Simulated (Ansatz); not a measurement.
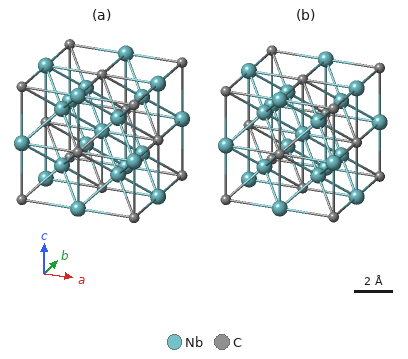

The structure of a crystal of Nb₃C (a generated structure, set up in Fm-3m) (coarse preliminary run) before (left) and after (right) a relaxation, at one scale.

The picture is a ball-and-stick view of the conventional cell (4 times the calculation's cell), seen from a free direction. Lengths and directions refer to the drawn axes.

Theory: DFT PBE, scalar-relativistic, plane waves, PAW in Ansatz 0.2.0.

Input
```yaml
crystal:
  lattice:
    - [0.0, 3.23078009, 3.23078009]
    - [3.23078009, 0.0, 3.23078009]
    - [3.23078009, 3.23078009, 0.0]
  atoms:
    - { symbol: Nb, position: [0.75, 0.75, 0.75] }
    - { symbol: Nb, position: [0.25, 0.25, 0.25] }
    - { symbol: Nb, position: [0.5, 0.5, 0.5] }
    - { symbol: C, position: [0.0, 0.0, 0.0] }
basis:
  ecutwfc: 420
kpoints:
  mp_grid: { grid: [6, 6, 6] }
hamiltonian:
  xc: pbe
scf:
  occupations: { method: gaussian, width: 0.1 }
  lower_state_search: "off"
output:
  forces: true
  stress: true
  eigenvalues: true
relax:
  adjacent_minimum: "off"
  f_tol: 0.04
  max_steps: 70
  cell: { stress_tol: 0.4 }
```

Command:
```bash
ansatz run input.yaml --threads 1 --pin off --max-ram 2560MiB --backend cpu --events-out ev --progress --plain --runs-dir out
```

**Describe what moved and what it gained.**

Over 2 accepted moves (3 points after the start) the energy falls by 113 meV per atom. All forces vanish by symmetry, so only the cell relaxes. The pressure goes from −16.98 to −0.14 GPa. The SCF was repeated once at an unchanged geometry on a basis and grid sized afresh for the cell, which shifted the energy by 0.8 meV per atom at most. The atoms keep their places relative to the cell (all moves are under 0.005 Å). The volume changes by −11.5 %, with a = b = c 6.462 → 6.203 Å (−4.0 %). Among the contacts that change: Nb3–C4 3.231 → 3.102 Å, Nb1–Nb2 3.231 → 3.102 Å, Nb1–Nb3 2.798 → 2.686 Å, Nb1–C4 2.798 → 2.686 Å. The space group stays Fm-3m (No. 225).
